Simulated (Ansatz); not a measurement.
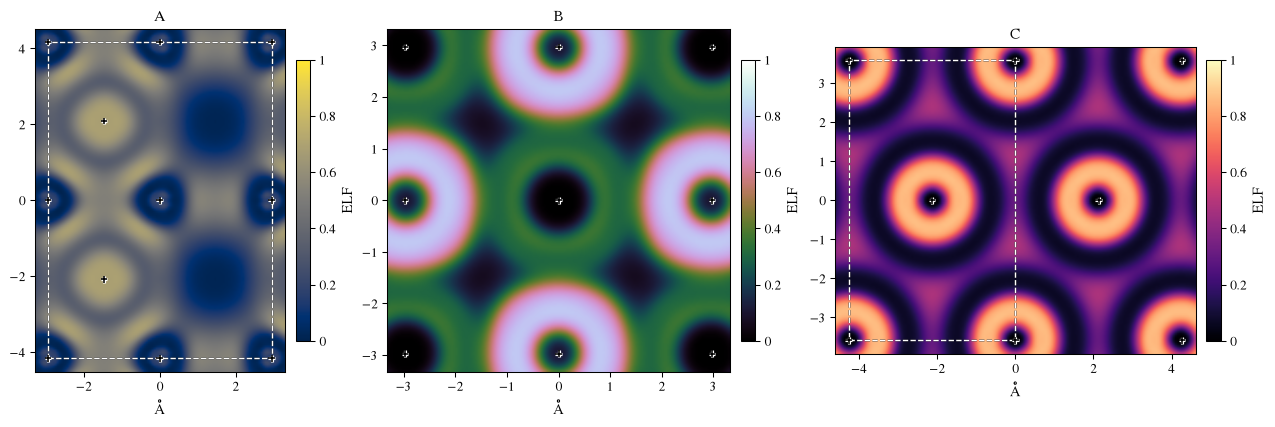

The ELF of 3 systems, each on a plane through atoms (crosses mark nuclei in the plane).

All numbers below come from DFT PBEsol, scalar-relativistic, plane waves, PAW in Ansatz 0.2.0.

System 1: Al2Pt, the (110) plane of the conventional cell. Space group Fm-3m.

```
CELL_PARAMETERS angstrom
5.89651 0.00000 0.00000
0.00000 5.89651 0.00000
0.00000 0.00000 5.89651
ATOMIC_POSITIONS crystal
Al 0.25000 0.25000 0.25000
Al 0.75000 0.75000 0.25000
Al 0.75000 0.25000 0.75000
Al 0.25000 0.75000 0.75000
Al 0.75000 0.25000 0.25000
Al 0.25000 0.75000 0.25000
Al 0.25000 0.25000 0.75000
Al 0.75000 0.75000 0.75000
Pt 0.00000 0.00000 0.00000
Pt 0.50000 0.50000 0.00000
Pt 0.50000 0.00000 0.50000
Pt 0.00000 0.50000 0.50000
```

System 2: SnSe, the (010) plane of the conventional cell. Space group Fm-3m.

```
Sn Se
1.0
     4.20492    2.42771   -3.43330
     0.00000    4.85542    3.43330
     4.20492   -2.42771    3.43330
Sn Se
4 4
Direct
  0.50000 0.00000 0.00000
  0.00000 0.00000 0.50000
  0.00000 0.50000 0.00000
  0.50000 0.50000 0.50000
  0.00000 0.00000 0.00000
  0.50000 0.00000 0.50000
  0.50000 0.50000 0.00000
  0.00000 0.50000 0.50000
```

System 3: Sr, the (101̄) plane of the conventional cell. Space group Immm; changed on purpose from its base cell (uniaxial strain along a, b, c and atoms relaxed: +2.0 %).

```
Sr
1.0
     2.98586   -2.98586    0.00000
     3.01708    3.01708    0.00000
     0.00000    0.00000    5.79315
Sr
2
Direct
  0.00000 0.00000 0.00000
  0.50000 0.50000 0.50000
```

Question: Match each panel to its system.

Answer: Panel A is system 1, Al2Pt: the plane holds Al and Pt. Al–Pt (2.55 Å): the ELF is about 0.50 at the midpoint. Panel B is system 2, SnSe: the plane holds Sn and Se. Sn–Se (2.97 Å): the ELF is about 0.40 at the midpoint. Panel C is system 3, Sr: the plane holds Sr. Sr–Sr (4.17 Å): the ELF is about 0.25 at the midpoint: no localised pair shows between them.
